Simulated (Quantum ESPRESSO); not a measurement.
**ZrS2: single-point calculation**

- system: ZrS2 (P-3m1, 3 atoms in the cell)
- method: Kohn-Sham DFT of a periodic cell, PBE, SG15 PBE 1.2, no spin polarisation (Quantum ESPRESSO 7.5)

The structure derives from a Materials Project entry.

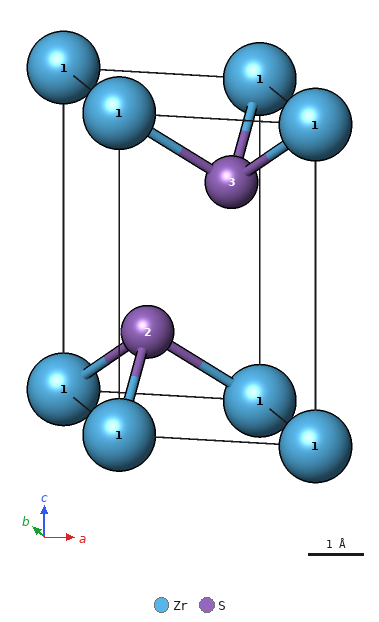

**Figure 1.** The structure (ball-and-stick view of the cell of the calculation, seen slightly off an axis; atoms are numbered from 1 in the order of the input). An atom can appear more than once, as a periodic image.

## Input
```
&CONTROL
  calculation = 'scf'
  prefix = 'pwscf'
  outdir = './tmp'
  pseudo_dir = './pseudo'
  tprnfor = .true.
  tstress = .true.
  disk_io = 'nowf'
/
&SYSTEM
  ibrav = 0
  nat = 3
  ntyp = 2
  ecutwfc = 66
  nbnd = 19
  occupations = 'smearing'
  smearing = 'fd'
  degauss = 0.00367493
/
&ELECTRONS
  conv_thr = 6d-10
  electron_maxstep = 120
  mixing_beta = 0.5
/
ATOMIC_SPECIES
Zr    91.2240 Zr_ONCV_PBE-1.2.upf
S     32.0600 S_ONCV_PBE-1.2.upf
CELL_PARAMETERS angstrom
   3.6913825498    0.0000000000    0.0000000000
  -1.8456912749    3.1968310632    0.0000000000
   0.0000000000    0.0000000000    6.0410770100
ATOMIC_POSITIONS crystal
Zr     0.0000000000    0.0000000000    0.0000000000
S      0.3333333333    0.6666666667    0.2379099700
S      0.6666666667    0.3333333333    0.7620900300
K_POINTS automatic
6 6 4 0 0 0
```

Launched with:
```bash
OMP_NUM_THREADS=1 mpirun -n 4 pw.x -nk 2 -in pw.in > pw.out
```

## Output
```
This program is part of the open-source Quantum ESPRESSO suite
     for quantum simulation of materials; please cite
         "P. Giannozzi et al., J. Phys.:Condens. Matter 21 395502 (2009);
         "P. Giannozzi et al., J. Phys.:Condens. Matter 29 465901 (2017);
         "P. Giannozzi et al., J. Chem. Phys. 152 154105 (2020);
          URL
     in publications or presentations arising from this work. More details at

     Message from routine setup:
     using ibrav=0 with symmetry is DISCOURAGED, use correct ibrav instead

     K-points division:     npool     =       2
     Subspace diagonalization in iterative solution of the eigenvalue problem:
     a serial algorithm will be used

     --------------------
     sticks:   dense  smooth     PW     G-vecs:    dense   smooth      PW
     Min         444     444    126                17405    17405    2768
     Max         445     445    127                17406    17406    2771
     Sum         889     889    253                34811    34811    5539

     Using Slab Decomposition

     bravais-lattice index     =            0
     lattice parameter (alat)  =       6.9757  a.u.
     unit-cell volume          =     481.0827 (a.u.)^3
     number of atoms/cell      =            3
     number of atomic types    =            2
     number of electrons       =        24.00
     number of Kohn-Sham states=           19
     kinetic-energy cutoff     =      66.0000  Ry
     charge density cutoff     =     264.0000  Ry
     scf convergence threshold =      6.0E-10
     mixing beta               =       0.5000
     number of iterations used =            8  plain     mixing
     Exchange-correlation= PBE
                           (   1   4   3   4   0   0   0)

     celldm(1)=   6.975702  celldm(2)=   0.000000  celldm(3)=   0.000000
     celldm(4)=   0.000000  celldm(5)=   0.000000  celldm(6)=   0.000000

     crystal axes: (cart. coord. in units of alat)
               a(1) = (   1.000000   0.000000   0.000000 )
               a(2) = (  -0.500000   0.866025   0.000000 )
               a(3) = (   0.000000   0.000000   1.636535 )

     reciprocal axes: (cart. coord. in units 2 pi/alat)
               b(1) = (  1.000000  0.577350 -0.000000 )
               b(2) = (  0.000000  1.154701  0.000000 )
               b(3) = (  0.000000 -0.000000  0.611047 )

     PseudoPot. # 1 for Zr read from file:
     Zr_ONCV_PBE-1.2.upf
     Pseudo is Norm-conserving, Zval = 12.0
     Generated using ONCVPSP code by D. R. Hamann
     Using radial grid of  602 points,  6 beta functions with:
                l(1) =   0
                l(2) =   0
                l(3) =   1
                l(4) =   1
                l(5) =   2
                l(6) =   2

     PseudoPot. # 2 for S  read from file:
     S_ONCV_PBE-1.2.upf
     Pseudo is Norm-conserving, Zval =  6.0
     Generated using ONCVPSP code by D. R. Hamann
     Using radial grid of  602 points,  4 beta functions with:
                l(1) =   0
                l(2) =   0
                l(3) =   1
                l(4) =   1

     atomic species   valence    mass     pseudopotential
     Zr               12.00    91.22400     Zr( 1.00)
     S                 6.00    32.06000     S ( 1.00)

     12 Sym. Ops., with inversion, found

   Cartesian axes

     site n.     atom                  positions (alat units)
         1        Zr     tau(   1) = (   0.0000000   0.0000000   0.0000000  )
         2        S      tau(   2) = (  -0.0000000   0.5773503   0.3893480  )
         3        S      tau(   3) = (   0.5000000   0.2886751   1.2471871  )

     number of k points=    24  Fermi-Dirac smearing, width (Ry)=  0.0037
                       cart. coord. in units 2pi/alat
        k(    1) = (   0.0000000   0.0000000   0.0000000), wk =   0.0138889
        k(    2) = (   0.0000000   0.0000000   0.1527618), wk =   0.0277778
        k(    3) = (   0.0000000   0.0000000  -0.3055235), wk =   0.0138889
        k(    4) = (   0.0000000   0.1924501   0.0000000), wk =   0.0833333
        k(    5) = (   0.0000000   0.1924501   0.1527618), wk =   0.0833333
        k(    6) = (   0.0000000   0.1924501  -0.3055235), wk =   0.0833333
        k(    7) = (   0.0000000   0.3849002   0.0000000), wk =   0.0833333
        k(    8) = (   0.0000000   0.3849002   0.1527618), wk =   0.0833333
        k(    9) = (   0.0000000   0.3849002  -0.3055235), wk =   0.0833333
        k(   10) = (   0.0000000  -0.5773503   0.0000000), wk =   0.0416667
        k(   11) = (   0.0000000  -0.5773503   0.1527618), wk =   0.0833333
        k(   12) = (   0.0000000  -0.5773503  -0.3055235), wk =   0.0416667
        k(   13) = (   0.1666667   0.2886751   0.0000000), wk =   0.0833333
        k(   14) = (   0.1666667   0.2886751   0.1527618), wk =   0.1666667
        k(   15) = (   0.1666667   0.2886751  -0.3055235), wk =   0.0833333
        k(   16) = (   0.1666667   0.4811252   0.0000000), wk =   0.1666667
        k(   17) = (   0.1666667   0.4811252   0.1527618), wk =   0.1666667
        k(   18) = (   0.1666667   0.4811252  -0.3055235), wk =   0.1666667
        k(   19) = (   0.3333333   0.5773503   0.0000000), wk =   0.0277778
        k(   20) = (   0.3333333   0.5773503   0.1527618), wk =   0.0555556
        k(   21) = (   0.3333333   0.5773503  -0.3055235), wk =   0.0277778
        k(   22) = (   0.0000000   0.1924501  -0.1527618), wk =   0.0833333
        k(   23) = (   0.0000000   0.3849002  -0.1527618), wk =   0.0833333
        k(   24) = (  -0.1666667   0.4811252  -0.1527618), wk =   0.1666667

     Dense  grid:    34811 G-vectors     FFT dimensions: (  40,  40,  60)

     Initial potential from superposition of free atoms

     starting charge      23.8267, renormalised to      24.0000
     Starting wfcs are random

     Self-consistent Calculation

     iteration #  1     ecut=    66.00 Ry     beta= 0.50
     Davidson diagonalization with overlap
     ethr =  1.00E-02,  avg # of iterations =  9.5

     total energy              =    -136.02776083 Ry
     estimated scf accuracy    <       0.26053733 Ry

     iteration #  2     ecut=    66.00 Ry     beta= 0.50
     Davidson diagonalization with overlap
     ethr =  1.09E-03,  avg # of iterations =  2.3

     total energy              =    -136.07867587 Ry
     estimated scf accuracy    <       0.18152729 Ry

     iteration #  3     ecut=    66.00 Ry     beta= 0.50
     Davidson diagonalization with overlap
     ethr =  7.56E-04,  avg # of iterations =  2.2

     total energy              =    -136.12071307 Ry
     estimated scf accuracy    <       0.01729247 Ry

     iteration #  4     ecut=    66.00 Ry     beta= 0.50
     Davidson diagonalization with overlap
     ethr =  7.21E-05,  avg # of iterations =  3.0

     total energy              =    -136.12309254 Ry
     estimated scf accuracy    <       0.00104101 Ry

     iteration #  5     ecut=    66.00 Ry     beta= 0.50
     Davidson diagonalization with overlap
     ethr =  4.34E-06,  avg # of iterations =  5.7

     total energy              =    -136.12319393 Ry
     estimated scf accuracy    <       0.00017316 Ry

     iteration #  6     ecut=    66.00 Ry     beta= 0.50
     Davidson diagonalization with overlap
     ethr =  7.22E-07,  avg # of iterations =  1.9

     total energy              =    -136.12322957 Ry
     estimated scf accuracy    <       0.00000100 Ry

     iteration #  7     ecut=    66.00 Ry     beta= 0.50
     Davidson diagonalization with overlap
     ethr =  4.17E-09,  avg # of iterations =  4.0

     total energy              =    -136.12323060 Ry
     estimated scf accuracy    <       0.00000080 Ry

     iteration #  8     ecut=    66.00 Ry     beta= 0.50
     Davidson diagonalization with overlap
     ethr =  3.31E-09,  avg # of iterations =  2.0

     total energy              =    -136.12323078 Ry
     estimated scf accuracy    <       0.00000004 Ry

     iteration #  9     ecut=    66.00 Ry     beta= 0.50
     Davidson diagonalization with overlap
     ethr =  1.64E-10,  avg # of iterations =  1.7

     total energy              =    -136.12323078 Ry
     estimated scf accuracy    <       0.00000002 Ry

     iteration # 10     ecut=    66.00 Ry     beta= 0.50
     Davidson diagonalization with overlap
     ethr =  7.51E-11,  avg # of iterations =  2.0

     End of self-consistent calculation

          k = 0.0000 0.0000 0.0000 (  4319 PWs)   bands (ev):

   -42.5653 -20.6244 -20.4749 -20.4749  -6.1274  -4.7317   2.2445   3.6741
     3.6741   6.3602   6.3602   6.4027   8.0339   8.0339   8.8768  11.4601
    11.4601  12.2107  12.3740

          k = 0.0000 0.0000 0.1528 (  4326 PWs)   bands (ev):

   -42.5653 -20.6246 -20.4749 -20.4749  -6.0449  -4.8644   2.6043   3.6876
     3.6876   5.6756   6.3112   6.3112   8.0213   8.0213   9.0819  11.5978
    11.5978  12.5192  12.9194

          k = 0.0000 0.0000-0.3055 (  4326 PWs)   bands (ev):

   -42.5653 -20.6248 -20.4749 -20.4749  -5.9418  -5.0158   3.1314   3.7015
     3.7015   4.8811   6.2630   6.2630   8.0085   8.0085   9.1909  11.7434
    11.7434  12.7374  13.9437

          k = 0.0000 0.1925 0.0000 (  4347 PWs)   bands (ev):

   -42.5610 -20.6112 -20.5374 -20.4884  -5.8611  -4.7978   2.6030   3.4578
     3.8312   4.9564   5.7787   6.4024   8.0922   8.7349   9.1693  11.0452
    11.4123  13.2767  13.9154

          k = 0.0000 0.1925 0.1528 (  4344 PWs)   bands (ev):

   -42.5610 -20.6113 -20.5374 -20.4884  -5.7898  -4.8969   2.7659   3.5048
     3.8147   4.8836   5.8154   6.0981   8.0574   8.7350   9.4689  10.9357
    11.3227  13.5786  14.1933

          k = 0.0000 0.1925-0.3055 (  4328 PWs)   bands (ev):

   -42.5610 -20.6115 -20.5374 -20.4884  -5.6840  -5.0360   3.1190   3.3855
     3.8449   4.9838   5.6054   5.7298   8.0401   8.7388   9.6071  10.8652
    11.5360  13.9485  14.6091

          k = 0.0000 0.3849 0.0000 (  4336 PWs)   bands (ev):

   -42.5523 -20.6606 -20.5834 -20.5151  -5.3188  -4.8783   2.8360   3.5613
     3.6833   4.0160   5.3085   5.5500   7.7926   9.4287   9.7634  11.7643
    11.7861  13.9231  14.6765

          k = 0.0000 0.3849 0.1528 (  4350 PWs)   bands (ev):

   -42.5523 -20.6606 -20.5835 -20.5151  -5.3379  -4.8485   2.6207   3.2518
     3.9504   4.1243   5.4230   5.9177   7.6881   9.4445   9.9193  11.2876
    11.5496  13.5501  13.9835

          k = 0.0000 0.3849-0.3055 (  4362 PWs)   bands (ev):

   -42.5523 -20.6606 -20.5836 -20.5151  -5.2609  -4.9373   2.6254   3.2009
     3.9514   4.4115   5.4070   5.6735   7.6803   9.4802   9.7957  11.4866
    11.5583  13.3020  14.1919

          k = 0.0000-0.5774 0.0000 (  4350 PWs)   bands (ev):

   -42.5480 -20.7203 -20.5700 -20.5284  -5.1749  -4.7445   2.1839   3.8863
     3.9995   4.0992   4.7982   5.2807   7.6430   9.6797   9.9400  12.1272
    12.3895  13.1875  14.3879

          k = 0.0000-0.5774 0.1528 (  4348 PWs)   bands (ev):

   -42.5480 -20.7203 -20.5701 -20.5284  -5.2087  -4.7012   2.1360   3.5476
     3.9410   4.2224   5.2463   5.3793   7.5783   9.6761   9.9396  11.9268
    12.4357  12.8699  13.9865

          k = 0.0000-0.5774-0.3055 (  4372 PWs)   bands (ev):

   -42.5480 -20.7202 -20.5702 -20.5284  -5.2378  -4.6627   2.0817   3.3925
     3.8889   4.2456   5.4727   5.6542   7.4768   9.6720   9.9383  11.7468
    12.3605  12.8025  13.6907

          k = 0.1667 0.2887 0.0000 (  4345 PWs)   bands (ev):

   -42.5545 -20.6176 -20.5914 -20.5203  -5.4350  -4.8880   3.2142   3.3582
     3.5678   4.2602   4.8560   5.9844   8.3849   8.9049   9.7703  10.8932
    11.8783  14.6559  15.3306

          k = 0.1667 0.2887 0.1528 (  4362 PWs)   bands (ev):

   -42.5545 -20.6176 -20.5915 -20.5203  -5.3748  -4.9564   2.9802   3.3871
     3.7803   4.3917   4.8597   5.9074   8.4440   8.7770   9.8509  10.9945
    11.5099  14.7578  15.2124

          k = 0.1667 0.2887-0.3055 (  4356 PWs)   bands (ev):

   -42.5545 -20.6176 -20.5916 -20.5203  -5.2831  -5.0564   2.8941   3.2844
     3.9706   4.6030   4.8132   5.8063   8.5386   8.6363   9.9134  11.1174
    11.1666  14.9116  15.0210

          k = 0.1667 0.4811 0.0000 (  4366 PWs)   bands (ev):

   -42.5480 -20.6881 -20.5716 -20.5602  -5.0722  -4.8541   2.6216   3.3812
     4.0799   4.1563   4.5079   5.1874   8.3396   9.4583   9.7978  11.2646
    12.2950  14.3537  14.7617

          k = 0.1667 0.4811 0.1528 (  4357 PWs)   bands (ev):

   -42.5480 -20.6881 -20.5716 -20.5602  -5.1199  -4.7989   2.5588   3.1666
     3.9969   4.4052   4.6002   5.4059   8.2017   9.4873   9.7836  11.2449
    12.2354  14.0112  14.5991

          k = 0.1667 0.4811-0.3055 (  4372 PWs)   bands (ev):

   -42.5480 -20.6881 -20.5717 -20.5602  -5.1119  -4.8078   2.5230   3.1250
     4.0168   4.4875   4.6561   5.4068   8.1914   9.3406   9.7984  11.3670
    12.3648  13.6507  14.4118

          k = 0.3333 0.5774 0.0000 (  4395 PWs)   bands (ev):

   -42.5458 -20.6434 -20.6434 -20.5640  -4.8913  -4.8913   3.1371   3.1839
     3.1839   4.4723   4.4723   5.0296   8.6420   9.6265   9.6265  11.4518
    11.4518  14.3317  16.1678

          k = 0.3333 0.5774 0.1528 (  4359 PWs)   bands (ev):

   -42.5458 -20.6434 -20.6434 -20.5641  -4.8923  -4.8923   3.1167   3.1167
     3.2573   4.5899   4.5899   4.8310   8.6903   9.4956   9.4956  11.6976
    11.6976  14.5506  15.6279

          k = 0.3333 0.5774-0.3055 (  4356 PWs)   bands (ev):

   -42.5458 -20.6434 -20.6434 -20.5642  -4.8933  -4.8933   3.0581   3.0581
     3.4117   4.6022   4.7004   4.7004   8.7360   9.3789   9.3789  11.9633
    11.9633  14.7429  15.0840

          k = 0.0000 0.1925-0.1528 (  4344 PWs)   bands (ev):

   -42.5610 -20.6113 -20.5374 -20.4884  -5.7784  -4.9144   2.8731   3.4096
     3.8625   4.9784   5.6928   5.9846   8.0572   8.7398   9.3368  10.9457
    11.6297  13.7427  14.0406

          k = 0.0000 0.3849-0.1528 (  4350 PWs)   bands (ev):

   -42.5523 -20.6606 -20.5835 -20.5151  -5.2270  -4.9818   2.8182   3.3819
     4.0176   4.1271   5.2927   5.3158   7.7743   9.4618   9.6739  11.7983
    12.0084  13.3361  15.0552

          k =-0.1667 0.4811-0.1528 (  4357 PWs)   bands (ev):

   -42.5480 -20.6881 -20.5716 -20.5602  -5.0596  -4.8675   2.5873   3.3001
     4.0528   4.3667   4.5395   5.1639   8.3413   9.3101   9.8067  11.3705
    12.4998  13.6727  15.0769

     the Fermi energy is     6.9582 ev

!    total energy              =    -136.12323078 Ry
     estimated scf accuracy    <          8.8E-11 Ry
     smearing contrib. (-TS)   =      -0.00000016 Ry
     internal energy E=F+TS    =    -136.12323062 Ry

     The total energy is F=E-TS. E is the sum of the following terms:
     one-electron contribution =     -58.08981579 Ry
     hartree contribution      =      36.01432421 Ry
     xc contribution           =     -20.83063732 Ry
     ewald contribution        =     -93.21710173 Ry

     convergence has been achieved in  10 iterations

     Forces acting on atoms (cartesian axes, Ry/au):

     atom    1 type  1   force =    -0.00000000    0.00000000    0.00000000
     atom    2 type  2   force =    -0.00000000   -0.00000000    0.00210377
     atom    3 type  2   force =     0.00000000    0.00000000   -0.00210377

     Total force =     0.002975     Total SCF correction =     0.000001

     Computing stress (Cartesian axis) and pressure

          total   stress  (Ry/bohr**3)                   (kbar)     P=        6.14
   0.00002118   0.00000000  -0.00000000            3.12        0.00       -0.00
   0.00000000   0.00002118  -0.00000000            0.00        3.12       -0.00
  -0.00000000  -0.00000000   0.00008293           -0.00       -0.00       12.20

=------------------------------------------------------------------------------=
   JOB DONE.
=------------------------------------------------------------------------------=
```

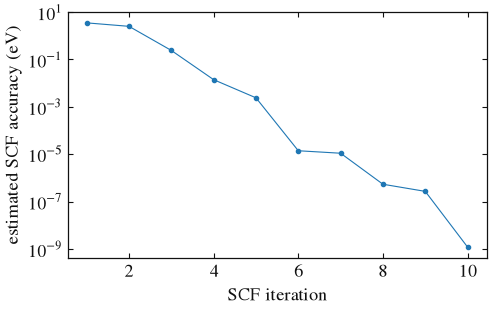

**Figure 2.** Convergence of the self-consistent field: estimated SCF accuracy against the iteration. The field takes 10 iterations in all.

## Summary

```json
{"quantity": "outcome", "value": "converged"}
{"quantity": "space group (tolerance 0.01 Å)", "value": "P-3m1 (164)"}
{"quantity": "electrons treated", "value": "24"}
{"quantity": "free energy", "value": "−1852.0509 eV"}
{"quantity": "Fermi energy", "value": "6.958 eV"}
{"quantity": "gap on the k-point mesh", "value": "1.07 eV"}
{"quantity": "pressure", "value": "0.61 GPa"}
{"quantity": "largest force (length of the vector)", "value": "0.054 eV/Å"}
{"quantity": "hardware", "value": "4 threads of Intel Xeon (Sapphire Rapids), 32 GiB of memory available, shared host"}
{"quantity": "wall time", "value": "7.6 s (CPU time 30 s)"}
{"quantity": "peak memory", "value": "0.28 GiB"}
```
